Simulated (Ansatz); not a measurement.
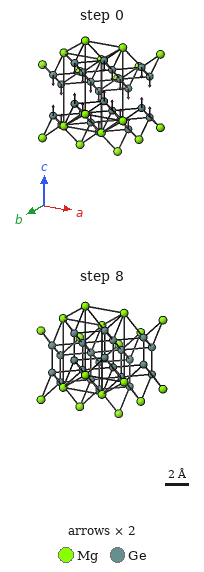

The structure of a crystal of MgGe₄ (a generated structure, set up in P4/mmm) (coarse preliminary run) before (top) and after (bottom) a relaxation, at one scale. The purple arrows give the displacements (the part carried along by the change of the cell is left out), 2 times their true length.

Style: ball-and-stick. Shown: the cell of the calculation, repeated 2 × 2 × 1 with one cell outlined, from a free direction.

All numbers below come from Ansatz, DFT PBE+D3(BJ), scalar-relativistic, plane waves, PAW.

Input file:
```yaml
crystal:
  lattice:
    - [3.80248369, 0.0, 0.0]
    - [0.0, 3.80248369, 0.0]
    - [0.0, 0.0, 6.80024069]
  atoms:
    - { symbol: Mg, position: [0.0, 0.0, 0.0] }
    - { symbol: Ge, position: [0.0, 0.5, 0.77793134] }
    - { symbol: Ge, position: [0.5, 0.0, 0.77793134] }
    - { symbol: Ge, position: [0.0, 0.5, 0.22206866] }
    - { symbol: Ge, position: [0.5, 0.0, 0.22206866] }
basis:
  ecutwfc: 420
kpoints:
  mp_grid: { grid: [4, 4, 4] }
hamiltonian:
  xc: pbe
  dispersion: d3bj
scf:
  occupations: { method: gaussian, width: 0.1 }
  lower_state_search: "off"
output:
  forces: true
  stress: true
  eigenvalues: true
relax:
  adjacent_minimum: "off"
  f_tol: 0.04
  max_steps: 70
  cell: { stress_tol: 0.4 }
```

Run as
```bash
ansatz run input.yaml --threads 1 --pin off --max-ram 2560MiB --backend cpu --events-out ev --progress --plain --runs-dir out
```

Question: Describe what moved and what it gained.

Answer: Over 7 accepted moves (8 points after the start) the energy falls by 609 meV per atom. The largest force component goes from 1.8 to 0.011 eV/Å. The pressure goes from 14.29 to 0.06 GPa. At 1 point the geometry stayed and the basis and grid were re-selected for the new cell (energy shift of 0.1 meV per atom at most each time). The largest moves relative to the cell, 0.53 Å, are those of Ge2, Ge3, Ge4 and Ge5. Ge2 goes along −c. Mg stays in place. The drawn cell changes as follows: a = b 3.802 → 3.931 Å (+3.4 %), c 6.800 → 6.403 Å (−5.8 %); the volume changes by +0.7 %. Some distances before and after: Ge2–Ge4 3.780 → 2.503 Å, Mg1–Ge2 2.428 → 2.769 Å, Ge2–Ge3 2.689 → 2.780 Å. Bond angles that change, for instance: Mg1–Ge4–Mg1 103.1° → 90.5°, Mg1–Ge4–Ge5 123.6° → 120.1°, Mg1–Ge4–Ge5 56.4° → 59.9°. The space group stays P4/mmm (No. 123).

Limits of the set-up: the k-point mesh is coarse for a cell with partly filled bands.
